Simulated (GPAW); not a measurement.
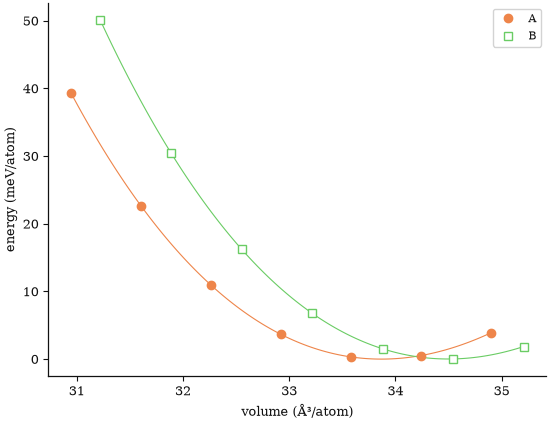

The figure compares two calculations of the energy against volume, each curve from its own zero. The first is for HgTe, space group F-43m (No. 216).

The cell holds 2 atoms.

Calculation (GPAW 26.7.0): PAW DFT in plane waves, on a grid or in atomic orbitals, no spin polarisation; energies at scaled volumes of the given cell, shape and fractions fixed, counted from the fit's minimum, third-order Birch-Murnaghan fit. Level: PBEsol.

- k mesh: 7×7×7
- occupations: Fermi–Dirac
- smearing width: 0.05 eV
- potentials: PAW data sets made by gpaw setup for the functional
- wave cutoff: 600 eV
- program settings: basis pw

In the second, Hg is replaced by Cd on all its sites, which gives CdTe in the same structure.

Which of A and B is the second calculation, and what did the change do?

Answer. A. The equilibrium volume falls from 34.50 to 33.87 Å³/atom (−1.8 %) and the bulk modulus hardly changes (42.1 and 42.0 GPa).

For HgTe, limits of the calculation: spin-orbit coupling left out, heavy elements.

V0 and the bulk modulus come from third-order Birch–Murnaghan fits.
